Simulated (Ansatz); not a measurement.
# Two runs on Ni$_{3}$Si

System: Ni$_{3}$Si (P4mm, 4 atoms in the cell).
Method of run 1: DFT PBEsol, scalar-relativistic, plane waves, PAW, no spin polarisation (Ansatz 0.2.0).

The structure derives from an entry of the Crystallography Open Database. Text and figures count atoms from 1; the logs count them from 0 in places.

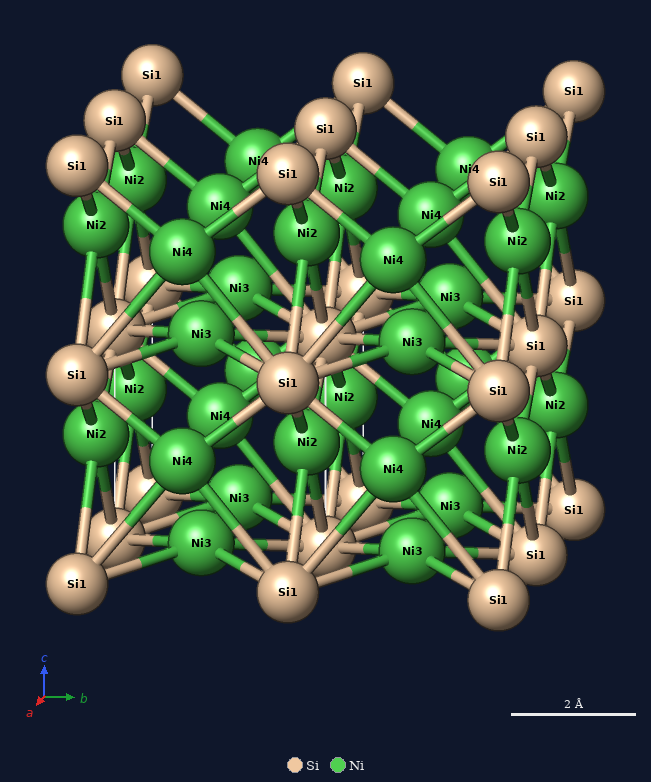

The input geometry (ball-and-stick view of the cell of the calculation, set on other vectors, repeated 2 × 2 × 2, seen slightly off an axis; atoms are numbered from 1 in the order of the input). An atom can appear more than once, as a periodic image.

**The input, run 1**
```yaml
crystal:
  lattice:
    - [3.4612457436, 0.0, 0.0]
    - [0.0, 3.4612457436, 0.0]
    - [0.0, 0.0, 3.4612457436]
  atoms:
    - { symbol: Si, position: [0.0, 0.0, 0.0] }
    - { symbol: Ni, position: [0.0, 0.6083424951, 0.5] }
    - { symbol: Ni, position: [0.5, 0.1083424951, 0.5] }
    - { symbol: Ni, position: [0.5, 0.6083424951, 0.0] }
basis:
  ecutwfc: 420
kpoints:
  mp_grid: { grid: [14, 14, 14] }
hamiltonian:
  xc: pbesol
scf:
  occupations: { method: gaussian, width: 0.15 }
output:
  forces: true
  stress: true
  eigenvalues: true
```

Launched with:
```bash
ansatz run input.yaml --threads 1 --pin off --max-ram 2560MiB --backend cpu --events-out ev --progress --plain --runs-dir out
```

Hardware: 1 thread of Intel Xeon @ 2.50GHz (Skylake/Cascade Lake), 32 GiB of memory available, shared host.

**Output, shortened to warnings, some set-up lines, iterations and results (run 1)**
```
Basis set: ecut = 420 eV, 799 PW (Γ), exchange–correlation on 48×48×48 points (8 copies of the dense FFT grid, shifted against one another)
Symmetry: 8 space group operations
k-points: 288 of 2744 (time reversal used)
Initial density: superposition of atomic densities (neutral atoms: chi_scale 0, normalization atom), corrected by the library's trained network
[...]
SCF iter   1: F=—  HF=-18038.079900 eV  |F-HF|=—  |Δ(HF+E_count)|=         —  Δρ=2.14e-2  dr2=9.57e-2  ethr=1.77e-3  ⟨swp⟩=5.3  Hψ=37491  notcnv=0
SCF iter   2: F=—  HF=-18038.061884 eV  |F-HF|=—  |Δ(HF+E_count)|=   1.80e-2  Δρ=4.93e-3  dr2=5.42e-3  ethr=1.65e-4  ⟨swp⟩=2.5  Hψ=20249  notcnv=0  defer=275
SCF iter   3: F=—  HF=-18038.060702 eV  |F-HF|=—  |Δ(HF+E_count)|=   1.18e-3  Δρ=1.63e-3  dr2=8.12e-4  ethr=9.35e-6  ⟨swp⟩=1.6  Hψ=11239  notcnv=0  defer=275
SCF iter   4: F=—  HF=-18038.060403 eV  |F-HF|=—  |Δ(HF+E_count)|=   2.99e-4  Δρ=4.22e-4  dr2=9.55e-5  ethr=1.40e-6  ⟨swp⟩=2.0  Hψ=13772  notcnv=0  defer=275
SCF iter   5: F=—  HF=-18038.060354 eV  |F-HF|=—  |Δ(HF+E_count)|=   4.95e-5  Δρ=1.08e-4  dr2=7.98e-6  ethr=1.65e-7  ⟨swp⟩=2.1  Hψ=12259  notcnv=0  defer=275
SCF iter   6: F=—  HF=-18038.060352 eV  |F-HF|=—  |Δ(HF+E_count)|=   1.54e-6  Δρ=3.92e-5  dr2=4.97e-7  ethr=1.38e-8  ⟨swp⟩=2.1  Hψ=14578  notcnv=0  defer=275
SCF iter   7: F=-18038.060352 eV  HF=-18038.060352 eV  |F-HF|=8.18e-8  |Δ(HF+E_count)|=   1.96e-8  Δρ=1.69e-5  dr2=8.02e-8  ethr=1.72e-10  ⟨swp⟩=8.2  Hψ=45616  notcnv=0
SCF 1 converged in 7 iterations: F = -18038.060352 eV  dr2 = 8.02e-8
SCF converged after 7 iterations
Free energy (F): -18038.060352 eV
Harris-Foulkes:  -18038.060352 eV  (|F-HF|=8.18e-8)
Internal energy: -18038.043102 eV  (E = F + TS)
E sigma→0 (E₀):  -18038.051727 eV
Entropy (-TS):   -0.017250 eV (-4.312 meV/atom)
Fermi energy:    18.182243 eV
--- Per-component energies (eV) ---
  E_band       = -810.306592
  E_kinetic    = 903.209189
  E_local      = -11488.176167  (includes V_loc(G=0)·N_el)
  E_nonlocal   = 1935.141193
  E_hartree    = 4899.111206
  E_xc         = -314.213777
  E_vxc        = -382.891302  (∫ρ·V_xc dr)
  E_paw        = -5285.229744  (= ΣΔE_a)
  E_vpaw       = -1575.812883  (= ΣTr[D̂ρ^β])
  E_aug_tail   = 0.001423  (compensation charges beyond the density's cutoff)
  E_ewald      = -8688.509851
  E_core_change = 0.623427  (= ΣΔE_core)
  E_smearing   = -0.017250  (= −TS)
  E_closure    = 0.000000  (closes the sum)
  Σ components = -18038.060352   (vs F -18038.060352, Δ=0.00e0)
--- Forces (eV/Å), atoms counted from 1 ---
  atom   1  Si     0.00000000     2.85949313     0.00000000
  atom   2  Ni     0.00000000    -1.48215497     0.00000000
  atom   3  Ni    -0.00000000     0.10488278     0.00000000
  atom   4  Ni    -0.00000000    -1.48215497     0.00000000
  max |Σ_I F_I| component: 6.60e-5 eV/Å
--- Stress (GPa, compression-positive) ---
        7.643858      -0.000000       0.000000
       -0.000000       9.125624       0.000000
        0.000000       0.000000       7.643858
  P = ⅓ Tr σ = 8.1378 GPa (81.378 kbar)
```

The input of run 2 differs as follows (lines with − go, lines with + come):
```diff
-    - { symbol: Ni, position: [0.0, 0.6083424951, 0.5] }
-    - { symbol: Ni, position: [0.5, 0.1083424951, 0.5] }
-    - { symbol: Ni, position: [0.5, 0.6083424951, 0.0] }
+    - { symbol: Ni, position: [0.0, 0.5541712475, 0.5] }
+    - { symbol: Ni, position: [0.5, 0.0541712475, 0.5] }
+    - { symbol: Ni, position: [0.5, 0.5541712475, 0.0] }
```

Predict how the results change.

With the same functional and potentials, run 2 lies 93.1 meV per atom lower. The pressure goes from 8.14 to 2.00 GPa. The largest force goes from 2.859 to 1.210 eV/Å. The number of SCF iterations is the same.

**Output, shortened to warnings, some set-up lines, iterations and results (run 2)**
```
Basis set: ecut = 420 eV, 799 PW (Γ), exchange–correlation on 48×48×48 points (8 copies of the dense FFT grid, shifted against one another)
Symmetry: 8 space group operations
k-points: 288 of 2744 (time reversal used)
Initial density: superposition of atomic densities (neutral atoms: chi_scale 0, normalization atom), corrected by the library's trained network
[...]
SCF iter   1: F=—  HF=-18038.452553 eV  |F-HF|=—  |Δ(HF+E_count)|=         —  Δρ=2.14e-2  dr2=9.61e-2  ethr=1.77e-3  ⟨swp⟩=5.1  Hψ=35873  notcnv=0
SCF iter   2: F=—  HF=-18038.434444 eV  |F-HF|=—  |Δ(HF+E_count)|=   1.81e-2  Δρ=4.95e-3  dr2=5.87e-3  ethr=1.66e-4  ⟨swp⟩=2.3  Hψ=19503  notcnv=0  defer=227
SCF iter   3: F=—  HF=-18038.433113 eV  |F-HF|=—  |Δ(HF+E_count)|=   1.33e-3  Δρ=1.65e-3  dr2=9.90e-4  ethr=1.01e-5  ⟨swp⟩=1.8  Hψ=11965  notcnv=0  defer=227
SCF iter   4: F=—  HF=-18038.432732 eV  |F-HF|=—  |Δ(HF+E_count)|=   3.80e-4  Δρ=4.71e-4  dr2=1.30e-4  ethr=1.71e-6  ⟨swp⟩=2.0  Hψ=13568  notcnv=0  defer=227
SCF iter   5: F=—  HF=-18038.432707 eV  |F-HF|=—  |Δ(HF+E_count)|=   2.51e-5  Δρ=8.62e-5  dr2=6.91e-6  ethr=2.23e-7  ⟨swp⟩=2.0  Hψ=12507  notcnv=0  defer=227
SCF iter   6: F=—  HF=-18038.432665 eV  |F-HF|=—  |Δ(HF+E_count)|=   4.26e-5  Δρ=3.03e-5  dr2=2.08e-7  ethr=1.19e-8  ⟨swp⟩=2.0  Hψ=14838  notcnv=0  defer=227
SCF iter   7: F=-18038.432665 eV  HF=-18038.432665 eV  |F-HF|=1.09e-8  |Δ(HF+E_count)|=   5.41e-9  Δρ=7.74e-6  dr2=1.75e-8  ethr=1.72e-10  ⟨swp⟩=7.5  Hψ=43481  notcnv=0
SCF 1 converged in 7 iterations: F = -18038.432665 eV  dr2 = 1.75e-8
SCF converged after 7 iterations
Free energy (F): -18038.432665 eV
Harris-Foulkes:  -18038.432665 eV  (|F-HF|=1.09e-8)
Internal energy: -18038.412801 eV  (E = F + TS)
E sigma→0 (E₀):  -18038.422733 eV
Entropy (-TS):   -0.019863 eV (-4.966 meV/atom)
Fermi energy:    18.216884 eV
--- Per-component energies (eV) ---
  E_band       = -807.033166
  E_kinetic    = 900.951958
  E_local      = -11457.038089  (includes V_loc(G=0)·N_el)
  E_nonlocal   = 1933.884633
  E_hartree    = 4885.915264
  E_xc         = -313.643258
  E_vxc        = -382.178280  (∫ρ·V_xc dr)
  E_paw        = -5284.453543  (= ΣΔE_a)
  E_vpaw       = -1574.484390  (= ΣTr[D̂ρ^β])
  E_aug_tail   = 0.001465  (compensation charges beyond the density's cutoff)
  E_ewald      = -8704.654657
  E_core_change = 0.623427  (= ΣΔE_core)
  E_smearing   = -0.019863  (= −TS)
  E_closure    = 0.000000  (closes the sum)
  Σ components = -18038.432665   (vs F -18038.432665, Δ=0.00e0)
--- Forces (eV/Å), atoms counted from 1 ---
  atom   1  Si     0.00000000     1.21036740     0.00000000
  atom   2  Ni     0.00000000    -0.64544576     0.00000000
  atom   3  Ni     0.00000000     0.08055059     0.00000000
  atom   4  Ni    -0.00000000    -0.64544576     0.00000000
  max |Σ_I F_I| component: 2.65e-5 eV/Å
--- Stress (GPa, compression-positive) ---
        1.766229      -0.000000       0.000000
       -0.000000       2.459725       0.000000
        0.000000       0.000000       1.766229
  P = ⅓ Tr σ = 1.9974 GPa (19.974 kbar)
```

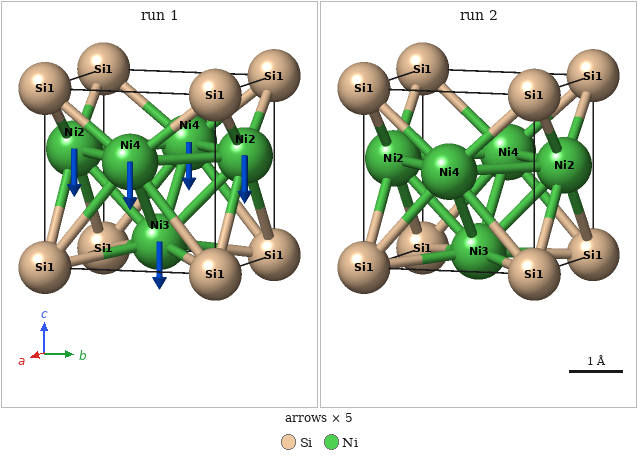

The two input geometries at one scale (ball-and-stick view of the cell of the calculation, set on other vectors, seen slightly off an axis). The blue arrows on the first give the shifts of the atoms relative to the cell, magnified 5 times. The largest moves, 0.19 Å, are those of Ni2, Ni3 and Ni4. Si stays in place. The cell doesn't change. Among the contacts that change: Si1–Ni2 2.726 → 2.583 Å, Si1–Ni3 2.476 → 2.455 Å.

**The two runs side by side**

| quantity | run 1 | run 2 |
| --- | --- | --- |
| outcome | converged | converged |
| free energy per atom (eV) | −4509.5151 | −4509.6082 |
| energy per atom, smearing taken to zero (eV) | −4509.5129 | −4509.6057 |
| gap on the mesh (eV) | 0.00 | 0.00 |
| pressure (GPa) | 8.14 | 2.00 |
| largest force (eV/Å) | 2.859 | 1.210 |
| SCF iterations | 7 | 7 |
| irreducible k-points | 288 | 288 |
| plane waves at Γ | 799 | 799 |
| wall time (shared host) | 34 s | 30 s |

For both runs: The run has no spin polarisation, so a magnetic state may lie lower. For run 1: The cell is under a pressure of 8.1 GPa at this level, so it is not at its equilibrium volume.
